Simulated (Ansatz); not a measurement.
# Cr(100) with 4 layers of random Cr-V, 2x2: scattering by chemical disorder

How strongly does chemical disorder scatter in Cr(100) with 4 layers of random Cr-V, 2x2?

Method: Ansatz plane-wave DFT, PBE, PAW files; ballistic transport by layer matching (Landauer), zero bias; PAW set soft_1, in Ansatz 0.2.0.

## 1. Set-up

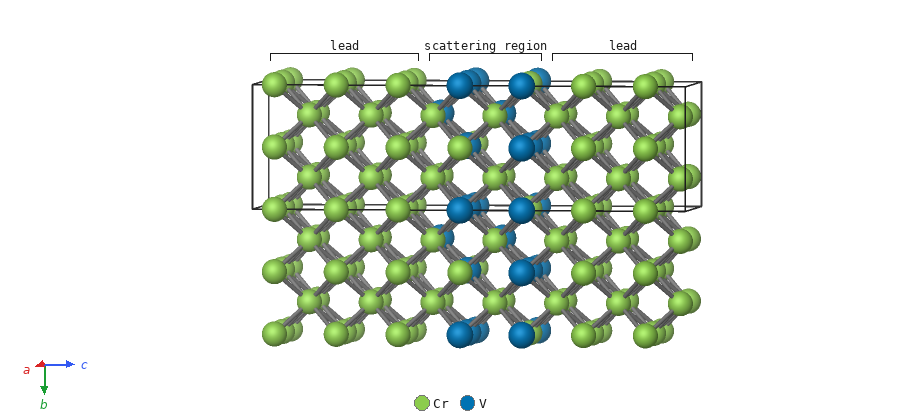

The starting structure, seen from the side, with the c axis across the page (chromium green, vanadium blue). 1×2×1 cells are drawn. Some periodic images of atoms are drawn too.

The cell holds 56 atoms: 48 Cr and 8 V. Cell: a = 5.768 Å, b = 5.768 Å, c = 20.187 Å, α = 90.0°, β = 90.0°, γ = 90.0°. It derives from Cr. Regions: lead, 40 atoms (40 Cr); scattering region, 16 atoms (8 V and 8 Cr). The structure is stacked along c, and the current runs across the ab planes.

## 2. With 4 alloy layers

In 4 layers a share of 0.5 of the sites is given to V at random. The layers about the cell's end stay perfect and serve as the lead. Disorder leaves little or no symmetry, which makes such runs dear. Energies from -0.05 to 0.05 eV in steps of 0.05 eV are too few for the program's thermal sum, so it prints no conductance; for a metal the transmission near the Fermi level serves, at a fraction of the cost.

Input file input.yaml:

```yaml
crystal:
  lattice:
    - [5.7678, 0.0, 0.0]
    - [0.0, 5.7678, 0.0]
    - [0.0, 0.0, 20.1873]
  atoms:
    - { symbol: Cr, position: [0.0, 0.0, 0.0357142857] }
    - { symbol: Cr, position: [0.0, 0.5, 0.0357142857] }
    - { symbol: Cr, position: [0.5, 0.0, 0.0357142857] }
    - { symbol: Cr, position: [0.5, 0.5, 0.0357142857] }
    - { symbol: Cr, position: [0.25, 0.25, 0.1071428571] }
    - { symbol: Cr, position: [0.25, 0.75, 0.1071428571] }
    - { symbol: Cr, position: [0.75, 0.25, 0.1071428571] }
    - { symbol: Cr, position: [0.75, 0.75, 0.1071428571] }
    - { symbol: Cr, position: [0.0, 0.0, 0.1785714286] }
    - { symbol: Cr, position: [0.0, 0.5, 0.1785714286] }
    - { symbol: Cr, position: [0.5, 0.0, 0.1785714286] }
    - { symbol: Cr, position: [0.5, 0.5, 0.1785714286] }
    - { symbol: Cr, position: [0.25, 0.25, 0.25] }
    - { symbol: Cr, position: [0.25, 0.75, 0.25] }
    - { symbol: Cr, position: [0.75, 0.25, 0.25] }
    - { symbol: Cr, position: [0.75, 0.75, 0.25] }
    - { symbol: Cr, position: [0.0, 0.0, 0.3214285714] }
    - { symbol: Cr, position: [0.0, 0.5, 0.3214285714] }
    - { symbol: Cr, position: [0.5, 0.0, 0.3214285714] }
    - { symbol: Cr, position: [0.5, 0.5, 0.3214285714] }
    - { symbol: V, position: [0.25, 0.25, 0.3928571429] }
    - { symbol: Cr, position: [0.25, 0.75, 0.3928571429] }
    - { symbol: Cr, position: [0.75, 0.25, 0.3928571429] }
    - { symbol: Cr, position: [0.75, 0.75, 0.3928571429] }
    - { symbol: V, position: [0.0, 0.0, 0.4642857143] }
    - { symbol: Cr, position: [0.0, 0.5, 0.4642857143] }
    - { symbol: V, position: [0.5, 0.0, 0.4642857143] }
    - { symbol: V, position: [0.5, 0.5, 0.4642857143] }
    - { symbol: V, position: [0.25, 0.25, 0.5357142857] }
    - { symbol: Cr, position: [0.25, 0.75, 0.5357142857] }
    - { symbol: Cr, position: [0.75, 0.25, 0.5357142857] }
    - { symbol: Cr, position: [0.75, 0.75, 0.5357142857] }
    - { symbol: V, position: [0.0, 0.0, 0.6071428571] }
    - { symbol: V, position: [0.0, 0.5, 0.6071428571] }
    - { symbol: Cr, position: [0.5, 0.0, 0.6071428571] }
    - { symbol: V, position: [0.5, 0.5, 0.6071428571] }
    - { symbol: Cr, position: [0.25, 0.25, 0.6785714286] }
    - { symbol: Cr, position: [0.25, 0.75, 0.6785714286] }
    - { symbol: Cr, position: [0.75, 0.25, 0.6785714286] }
    - { symbol: Cr, position: [0.75, 0.75, 0.6785714286] }
    - { symbol: Cr, position: [0.0, 0.0, 0.75] }
    - { symbol: Cr, position: [0.0, 0.5, 0.75] }
    - { symbol: Cr, position: [0.5, 0.0, 0.75] }
    - { symbol: Cr, position: [0.5, 0.5, 0.75] }
    - { symbol: Cr, position: [0.25, 0.25, 0.8214285714] }
    - { symbol: Cr, position: [0.25, 0.75, 0.8214285714] }
    - { symbol: Cr, position: [0.75, 0.25, 0.8214285714] }
    - { symbol: Cr, position: [0.75, 0.75, 0.8214285714] }
    - { symbol: Cr, position: [0.0, 0.0, 0.8928571429] }
    - { symbol: Cr, position: [0.0, 0.5, 0.8928571429] }
    - { symbol: Cr, position: [0.5, 0.0, 0.8928571429] }
    - { symbol: Cr, position: [0.5, 0.5, 0.8928571429] }
    - { symbol: Cr, position: [0.25, 0.25, 0.9642857143] }
    - { symbol: Cr, position: [0.25, 0.75, 0.9642857143] }
    - { symbol: Cr, position: [0.75, 0.25, 0.9642857143] }
    - { symbol: Cr, position: [0.75, 0.75, 0.9642857143] }
kpoints:
  mp_grid: { grid: [4, 4, 1] }
hamiltonian:
  xc: pbe
  pseudopotentials: { kind: paw, azcp: { folder: soft_1 } }
scf:
  occupations: { method: fermi_dirac, width: 0.1 }
output:
  transmission: { leads: [[0, 4]], kmesh: [8, 8], e_range: [-0.05, 0.05], de: 0.05 }
  write_potential: true
  write_density: true
  volumetric_format: npy
```

Launch:

```console
ansatz run input.yaml --threads 4 --pin off --max-ram 15360MiB --backend cpu --events-out ev --progress --plain --runs-dir out
```

Numbers of over 12 decimals in the logs are rounded to 6 here.

The program printed:

```text
Engine: ansatz 0.2.0, aarch64-unknown-linux-gnu
Pseudopotentials: kind: paw
Pseudopotential: Cr, paw, valence charge 14, recommended cutoff 420 eV (normal), soft_1/Cr.paw.azcp
Pseudopotential: V, paw, valence charge 13, recommended cutoff 420 eV (normal), soft_1/V.paw.azcp
Functional definition: PBE
  parameter kappa = 0.804
  parameter beta = 0.066725
  exchange = pbe_x(kappa = kappa, mu = beta*pi^2/3)
  correlation = pbe_c(beta = beta)
Crystal: 56 atoms, lattice volume = 671.581 Å³
Basis set: ecut = 420 eV, 13135 PW (Γ)
Bands: 466, of which v1, the nominal top of the filled ones, is band 388 counted from 1 (387 counted from 0)
Symmetry: 2 space group operations
Space group: Cm (ITA 8), of the structure as read, at distance tolerance 8.8e-5 Å
k-points: 7 of 16 (time reversal used)
Non-local potential: Cr, projectors of the file, l = 0: 3, l = 1: 2, l = 2: 3, l = 3: 1
Non-local potential: V, projectors of the file, l = 0: 3, l = 1: 2, l = 2: 3, l = 3: 1
PAW form: soft (Blöchl's): semilocal exchange-correlation on the pseudo side does not see the compensation charge
PAW one-centre angular grid: Cr, 590 points (default); XC on 64 Gauss nodes
PAW one-centre angular grid: V, 590 points (default); XC on 64 Gauss nodes
Initial density: superposition of atomic densities (chi_scale 0.1, normalization cell, long waves kept (reshape's long-wave potential 0.41 eV rms))
Initial wavefunctions: pseudopotential atomic-orbital guess
Functional: x = pbe(κ = 0.804, μ = 0.219515), c = pbe(β = 0.066725)
SCF iter   1: F=—  HF=-185587.778906 eV  |F-HF|=—  |Δ(HF+E_count)|=         —  Δρ=3.83e-1  dr2=5.99e3  ethr=3.10e-3  ⟨swp⟩=4.1  Hψ=10750  notcnv=0
preconditioner: auto → Kerker (q_TF=auto, 2.795 Å⁻¹)  [metal: Δε(μ)=0.001 eV  Ē_g=4.262 eV  σ=0.100 eV  W_gap=0.00  n_scr=260 (ndim 8)  ℏωp=26.0 eV  f_vac=0.000  D(μ)=64.49/eV (n_scr^D=822)]
SCF iter   2: F=—  HF=-185467.410719 eV  |F-HF|=—  |Δ(HF+E_count)|=    1.20e2  Δρ=1.67e-1  dr2=2.35e3  ethr=3.10e-3  ⟨swp⟩=3.7  Hψ=8372  notcnv=0
SCF iter   3: F=—  HF=-185437.261163 eV  |F-HF|=—  |Δ(HF+E_count)|=    3.01e1  Δρ=5.09e-2  dr2=5.13e2  ethr=3.10e-3  ⟨swp⟩=5.6  Hψ=5845  notcnv=0
SCF iter   4: F=—  HF=-185433.604724 eV  |F-HF|=—  |Δ(HF+E_count)|=    3.66e0  Δρ=2.27e-2  dr2=6.85e1  ethr=3.10e-3  ⟨swp⟩=6.0  Hψ=4792  notcnv=0
SCF iter   5: F=—  HF=-185432.619055 eV  |F-HF|=—  |Δ(HF+E_count)|=   9.86e-1  Δρ=1.79e-2  dr2=3.52e0  ethr=3.10e-3  ⟨swp⟩=4.4  Hψ=6613  notcnv=0
SCF iter   6: F=—  HF=-185432.419245 eV  |F-HF|=—  |Δ(HF+E_count)|=   2.00e-1  Δρ=3.10e-3  dr2=2.16e-1  ethr=4.54e-4  ⟨swp⟩=4.7  Hψ=5283  notcnv=0
SCF iter   7: F=—  HF=-185432.427214 eV  |F-HF|=—  |Δ(HF+E_count)|=   7.97e-3  Δρ=1.87e-3  dr2=1.91e-1  ethr=2.78e-5  ⟨swp⟩=2.3  Hψ=4566  notcnv=0
SCF iter   8: F=—  HF=-185432.423683 eV  |F-HF|=—  |Δ(HF+E_count)|=   3.53e-3  Δρ=5.86e-4  dr2=1.30e-2  ethr=2.46e-5  ⟨swp⟩=1.3  Hψ=3264  notcnv=0
SCF iter   9: F=—  HF=-185432.423534 eV  |F-HF|=—  |Δ(HF+E_count)|=   1.48e-4  Δρ=2.35e-4  dr2=1.15e-3  ethr=1.67e-6  ⟨swp⟩=2.0  Hψ=3821  notcnv=0
SCF iter  10: F=—  HF=-185432.423531 eV  |F-HF|=—  |Δ(HF+E_count)|=   3.07e-6  Δρ=7.08e-5  dr2=9.08e-5  ethr=1.49e-7  ⟨swp⟩=2.0  Hψ=4131  notcnv=0
SCF iter  11: F=—  HF=-185432.423309 eV  |F-HF|=—  |Δ(HF+E_count)|=   2.23e-4  Δρ=2.73e-5  dr2=1.89e-5  ethr=1.17e-8  ⟨swp⟩=2.0  Hψ=4182  notcnv=0
SCF iter  12: F=—  HF=-185432.423308 eV  |F-HF|=—  |Δ(HF+E_count)|=   6.80e-7  Δρ=1.38e-5  dr2=3.41e-6  ethr=2.44e-9  ⟨swp⟩=2.0  Hψ=4124  notcnv=0
SCF iter  13: F=—  HF=-185432.423308 eV  |F-HF|=—  |Δ(HF+E_count)|=   1.20e-7  Δρ=2.79e-6  dr2=1.83e-7  ethr=4.39e-10  ⟨swp⟩=2.0  Hψ=3993  notcnv=0
SCF iter  14: F=-185432.423308 eV  HF=-185432.423308 eV  |F-HF|=5.50e-8  |Δ(HF+E_count)|=   7.45e-9  Δρ=1.67e-6  dr2=5.50e-8  ethr=1.29e-11  ⟨swp⟩=7.1  Hψ=9529  notcnv=0
SCF 1 converged in 14 iterations: F = -185432.423308 eV  dr2 = 5.50e-8
  greatest PAW one-centre occupation: 1.000 electrons in one spin orbital (limit 2), on the Cr atom at site 34 (counted from 0), in its partial waves of l = 0
transmission: 60 of 546 steps passed
transmission: 111 of 546 steps passed
[...]
transmission: 546 of 546 steps passed
SCF converged after 14 iterations
Free energy (F): -185432.423308 eV
Harris-Foulkes:  -185432.423308 eV  (|F-HF|=5.50e-8)
Internal energy: -185431.215103 eV  (E = F + TS)
E sigma→0 (E₀):  -185431.819206 eV
Entropy (-TS):   -1.208205 eV (-21.575 meV/atom)
Fermi energy:    18.608035 eV
--- Per-component energies (eV) ---
  E_band       = -8368.494764
  E_kinetic    = 16901.485993
  E_local      = -61815.124284  (includes V_loc(G=0)·N_el)
  E_nonlocal   = 2657.228398
  E_hartree    = 28393.574447
  E_xc         = -6504.475559
  E_vxc        = -8273.710363  (∫ρ·V_xc dr)
  E_paw        = -67481.414932  (= ΣΔE_a)
  E_vpaw       = -14625.577846  (= ΣTr[D̂ρ^β])
  E_aug_tail   = 0.051449  (compensation charges beyond the density's cutoff)
  E_ewald      = -97582.540615
  E_smearing   = -1.208205  (= −TS)
  E_closure    = -0.000000  (closes the sum)
  Σ components = -185432.423308   (vs F -185432.423308, Δ=0.00e0)
--- Band table (eV; the first three rows and the last of 7) ---
  k-point 0: bands = [... 384 lower, 18.7762, 18.7841, 18.7962, 18.8001, 18.8021, 18.8236, 18.8253, 18.8297, ... 74 higher]
  k-point 1: bands = [... 384 lower, 18.6553, 18.6623, 18.6644, 18.6807, 18.7147, 18.7220, 18.7358, 18.7773, ... 74 higher]
  k-point 2: bands = [... 384 lower, 18.1705, 18.2616, 18.3548, 18.3887, 18.9267, 18.9518, 18.9595, 18.9668, ... 74 higher]
  k-point 6: bands = [... 384 lower, 17.6983, 17.7327, 17.7470, 17.8407, 18.3461, 18.3959, 18.4141, 18.4697, ... 74 higher]
--- Transmission ---
  basis      : 293 plane waves across, 26 finite elements along
  points     : 21, standing for a mesh of 8 x 8
  energies   : 3 from -0.050000 to 0.050000 eV about the Fermi level, 0.050000 eV apart; the leads are filled to 0.000000 eV, and channels, transmission and decay are at 0.000000 eV
  crystal 0  : Cr4, at the sites [0, 4], period 1.4419 Å, over 14.42 Å; its Hamiltonian steps by up to 6.9 meV
    offset         : up to 0.0000 Å between an atom of the period and one for which it stands
    channels       : 5.468750e0 a spin
    conductance    : none, the energies end too early or step too widely for 300 K: set another output.transmission.e_range or a lower de, or, where they end at an eighth of basis.ecutwfc, a higher one
    slowest decay  : 0.0314 /Å at (0.5000, 0.3750)
  junction   : crystal 0 to crystal 0, 0.70 to 19.44 Å
    transmission   : 3.327410e0 a spin
    conductance    : none, the energies end too early or step too widely for 300 K: set another output.transmission.e_range or a lower de, or, where they end at an eighth of basis.ecutwfc, a higher one
```

The job ended after 8.8 min (4 threads of Arm Neoverse V1, shared host; peak memory 6.1 GiB).

This run has no spin polarisation, although Cr and V can carry a moment.

Numbers from this step:

| Property | Result |
| --- | --- |
| free energy | -185432.4233 eV |
| energy at zero smearing | -185431.8192 eV |
| Fermi energy | 18.61 eV |
| cell area | 33.27 Å² |
| transmission per spin nearest the Fermi level | 3.327 |
| open channels per spin nearest the Fermi level | 5.469 |
| step of the lead's potential | 6.9 meV |

Per spin. Transmission, zone mean against energy, zero at the Fermi level:

| energy (eV) | transmission, zone mean |
| --- | --- |
| -0.0500 | 3.33 |
| 0.0000 | 3.33 |
| 0.0500 | 3.22 |

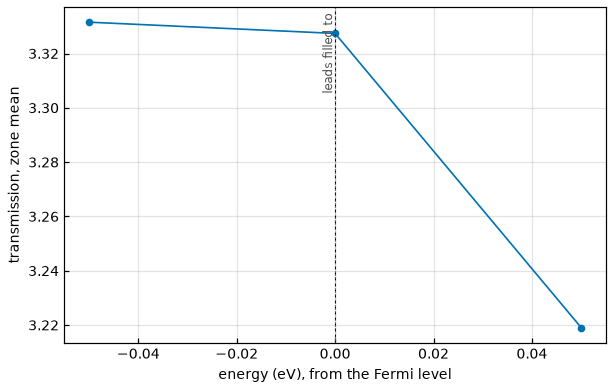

Transmission, zone mean, plotted against energy.

Per spin. Open channels, zone mean, lead against energy, zero at the Fermi level:

| energy (eV) | open channels, zone mean, lead |
| --- | --- |
| -0.0500 | 4.72 |
| 0.0000 | 5.47 |
| 0.0500 | 5.41 |

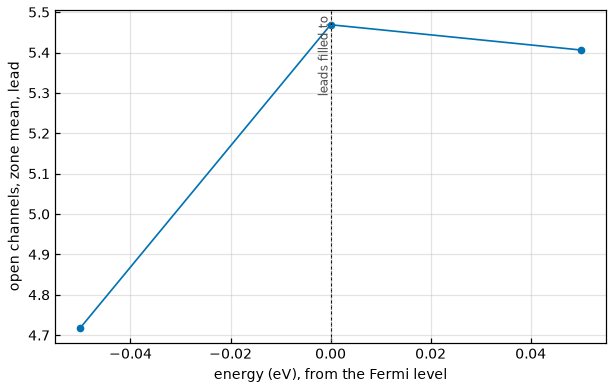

Open channels, zone mean, lead, plotted against energy.

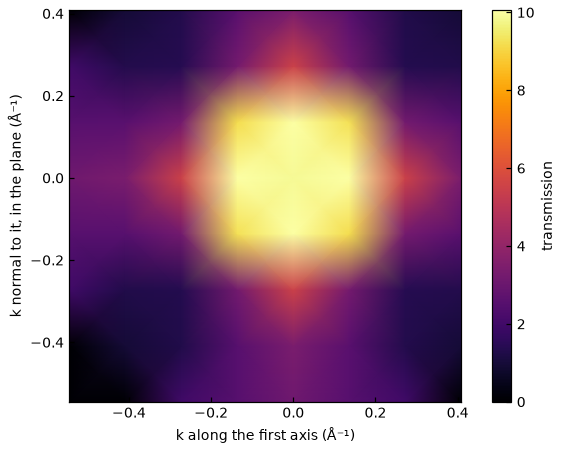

Transmission over k1 and k2. At 0.0000 eV from the Fermi level.

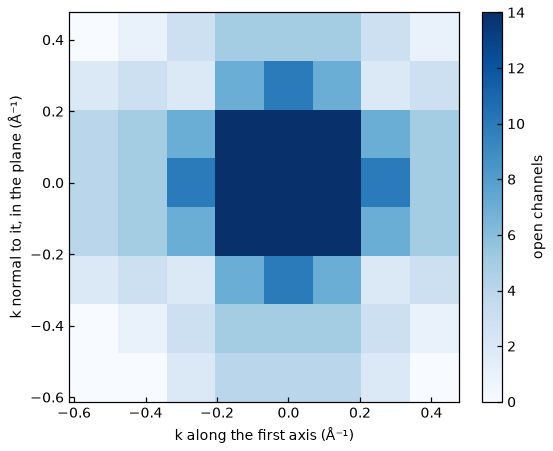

Open channels over k1 and k2. At 0.0000 eV from the Fermi level.

Over the solved energies the transmission per spin lies between 3.22 and 3.33, out of 5.20 channels of the lead on average (up to 5.47).

[end of part 1 of 2]

[Logs are printed without paths, hosts, clocks, repeated set-up lines and the standing remarks that a program may print on its own settings, such as how far it seeks lower states.]

[Hosts, paths, dates, database ids (printed as entryN), source tags and the programs' standing remarks are cut or masked in the printed files.]
